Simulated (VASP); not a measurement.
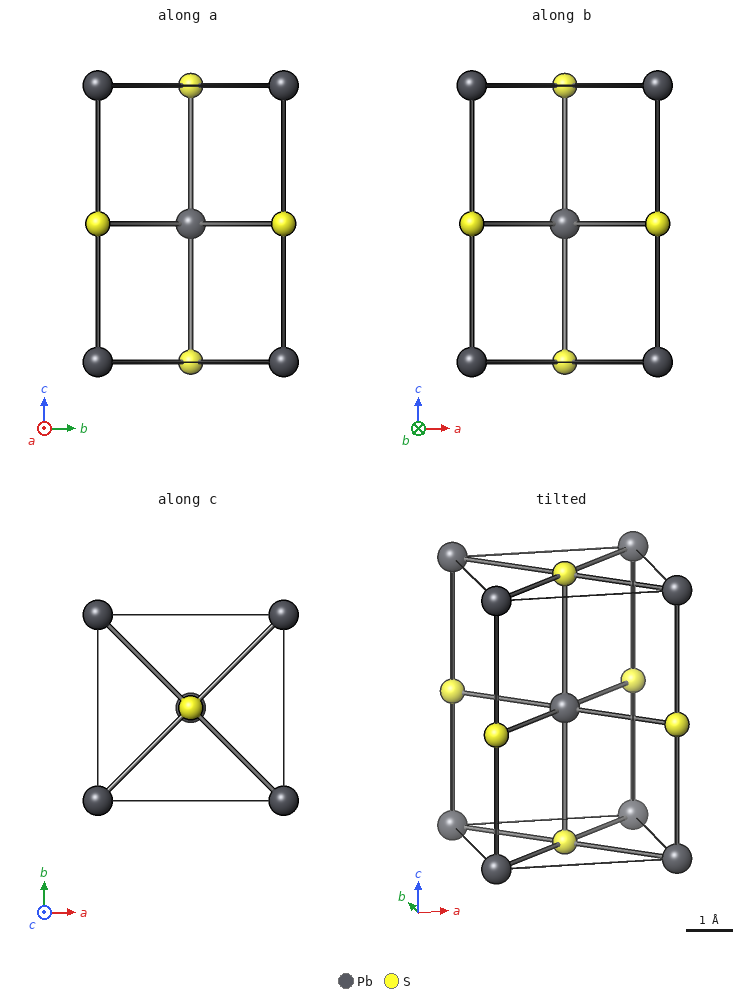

Shown here is a ball-and-stick view of the crystal, taken along the a axis, along the b axis, along the c axis and slightly off an axis. Thin lines show the conventional unit cell, with boundary atoms drawn in all their periodic places.

Lattice parameters: a = 4.0556 Å, b = 4.0556 Å, c = 6.0358 Å, α = 90.000°, β = 90.000°, γ = 90.000°.

Q: From the views, write a CIF with its space group and independent sites.

A:
```cif
data_structure
_symmetry_space_group_name_H-M 'I 4/m m m'
_symmetry_Int_Tables_number 139
_cell_length_a 4.0556
_cell_length_b 4.0556
_cell_length_c 6.0358
_cell_angle_alpha 90.000
_cell_angle_beta 90.000
_cell_angle_gamma 90.000
_cell_volume 99.28
loop_
_atom_site_label
_atom_site_type_symbol
_atom_site_symmetry_multiplicity
_atom_site_Wyckoff_symbol
_atom_site_fract_x
_atom_site_fract_y
_atom_site_fract_z
_atom_site_occupancy
Pb1 Pb 2 a 0.0000 0.0000 0.0000 1
S1 S 2 b 0.5000 0.5000 0.0000 1
```

The model was built from a structure type filled with these elements by a generator (whether the compound takes this form wasn't checked). The cell was then strained or its atoms displaced on purpose. An electronic-structure calculation with VASP was run on it.

At this level of theory the run's own cell isn't at rest (compressed, at 5 GPa), so its distances can differ from those at equilibrium, the more so the softer the solid.
